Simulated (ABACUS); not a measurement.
**Energy of BeTe along an even scaling of the cell**

System: BeTe (F-43m, 2 atoms in the cell).
Method: Kohn-Sham DFT of a periodic cell, PBEsol, PseudoDojo NC SR 0.4.1 PBEsol standard, no spin polarisation (ABACUS 3.10.1).

The 7 runs differ only in the geometry, by an even scaling of the cell at fixed fractional positions. The structure derives from an entry of the Crystallography Open Database.

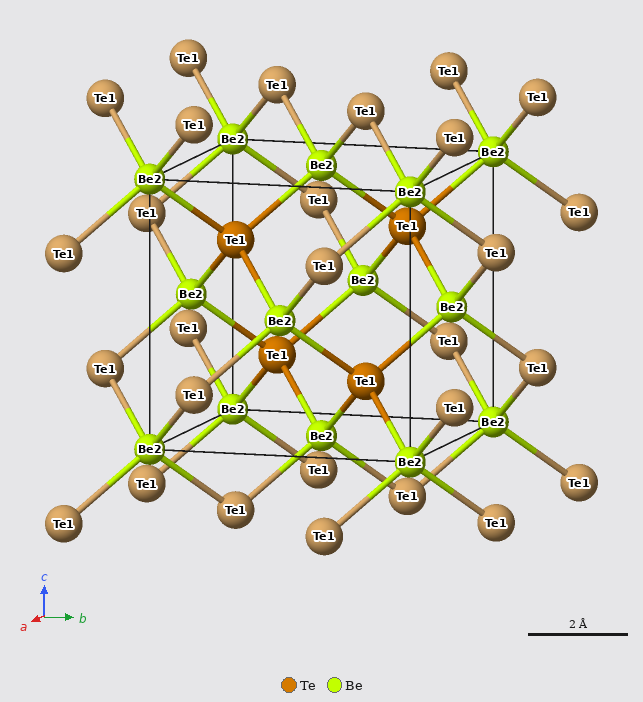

Figure 1. The structure of run 4 (ball-and-stick view of the cell 4 times as large as that of the calculation, set on its symmetry axes, seen slightly off an axis; neighbours outside the cell are drawn fainter; atoms are numbered from 1 in the order of the input). An atom can appear more than once, as a periodic image.

**The input of run 4**
```
INPUT_PARAMETERS
suffix              BeTe
calculation         scf
basis_type          pw
pseudo_dir          ./
symmetry            1
dft_functional      pbesol
ecutwfc             89
pseudo_rcut         7
nspin               1
nbands              14
ks_solver           dav
smearing_method     fd
smearing_sigma      0.00367493
scf_thr             1e-08
scf_nmax            100
mixing_type         broyden
mixing_beta         0.7
cal_force           1
cal_stress          1
kpar                4
```

**File STRU of run 4**
```
ATOMIC_SPECIES
Te 127.6000 Te.upf
Be 9.0122 Be.upf

LATTICE_CONSTANT
1.8897261246

LATTICE_VECTORS
0.0000000000 2.7700000000 2.7700000000
2.7700000000 0.0000000000 2.7700000000
2.7700000000 2.7700000000 0.0000000000

ATOMIC_POSITIONS
Direct

Te
0.0
1
0.7500000000 0.7500000000 0.7500000000 1 1 1

Be
0.0
1
0.0000000000 0.0000000000 0.0000000000 1 1 1
```

**File KPT of run 4**
```
K_POINTS
0
Gamma
8 8 8 0 0 0
```

Command:
```bash
OMP_NUM_THREADS=1 mpirun -np 4 abacus > log
```

Run 3 differs from it as follows:
```diff
-0.0000000000 2.7700000000 2.7700000000
-2.7700000000 0.0000000000 2.7700000000
-2.7700000000 2.7700000000 0.0000000000
+0.0000000000 2.7514088358 2.7514088358
+2.7514088358 0.0000000000 2.7514088358
+2.7514088358 2.7514088358 0.0000000000
```

**Results, with one run withheld**

```tsv
run	volume per atom (Å³)	free energy per atom, from the lowest run given (meV)	pressure (GPa)	gap on the mesh (eV)
1	19.979	43.56	7.28	1.58
2	20.404	26.62	5.49	1.64
3	20.829	?	?	?
4	21.254	5.86	2.41	1.75
5	21.679	1.25	1.07	1.80
6	22.104	0.00	−0.14	1.85
7	22.529	1.82	−1.24	1.90
```

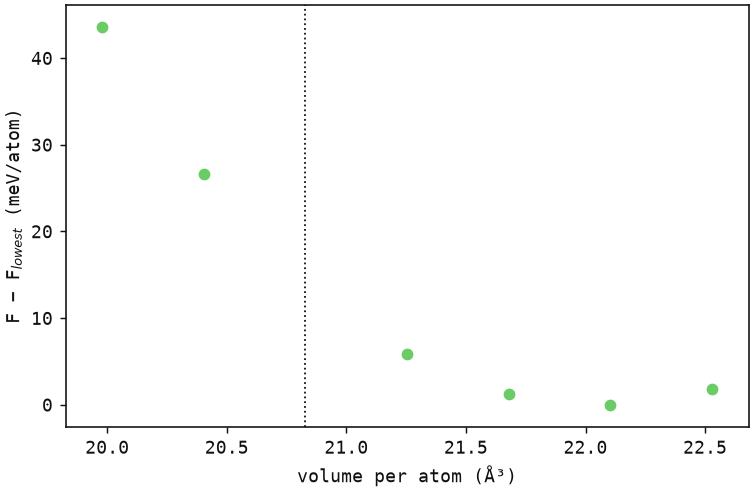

Figure 2. Free energy per atom of the runs given; the dotted line marks run 3.

Estimate the energy of run 3 from the others.

A cubic polynomial in V^(−2/3) (the Birch–Murnaghan form), fitted to the 6 runs given, misses them by under 0.01 meV per atom. With x = V^(−2/3) − 0.13017 Å⁻², it reads F = 5.2921 + 3507.8 x + 5.7938e+05 x² − 31206 x³ (meV per atom). At run 3 it gives 14.19 meV per atom, and the run itself gives 14.20. The slope of the fit gives a pressure −dF/dV of 3.89 GPa there, and the run prints 3.87 GPa. The fit has its minimum at 22.058 Å³ per atom, where V d²F/dV² gives 60.5 GPa: the bulk modulus at this level, since symmetry fixes the shape and the positions. The gap on the mesh goes, without turning, from 1.58 eV in run 1 to 1.90 eV in run 7; run 3 has 1.70 eV. These are gaps of this functional on this mesh, which can miss the band edges; they aren't the measured gap.

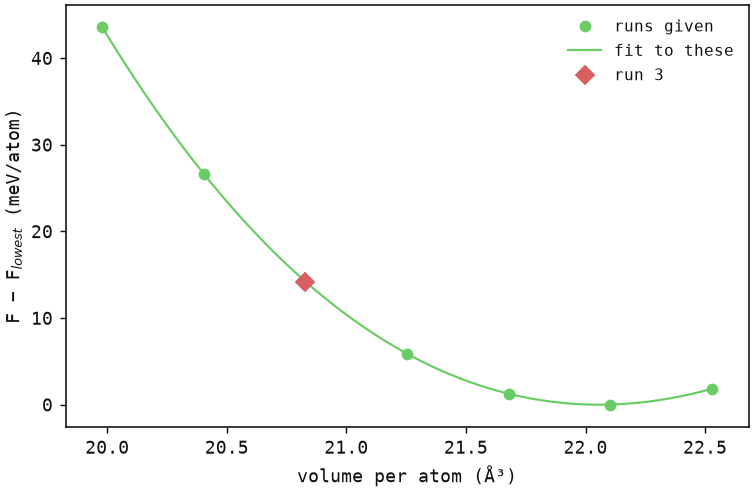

Figure 3. The fit and the withheld run.

**Some lines of the output (run 3)**
```
[...]
                          Volume (Bohr^3) = 281.12
                             Volume (A^3) = 41.6577
 E_Fermi        0.6800522195         9.2525851232
 E_Fermi        0.6896968368         9.3838068728
 E_Fermi        0.6948328838         9.4536863777
 E_Fermi        0.6963892227         9.4748614548
 E_Fermi        0.6965527707         9.4770866392
 E_KS(sigma->0) -237.1746271612      -3226.9263504180
 E_Fermi        0.6965674920         9.4772869333
 final etot is -3226.9263504 eV
 EFERMI = 9.4772869333 eV
 TOTAL-PRESSURE: 38.740153 KBAR
 !FINAL_ETOT_IS -3226.9263504184523299 eV
```
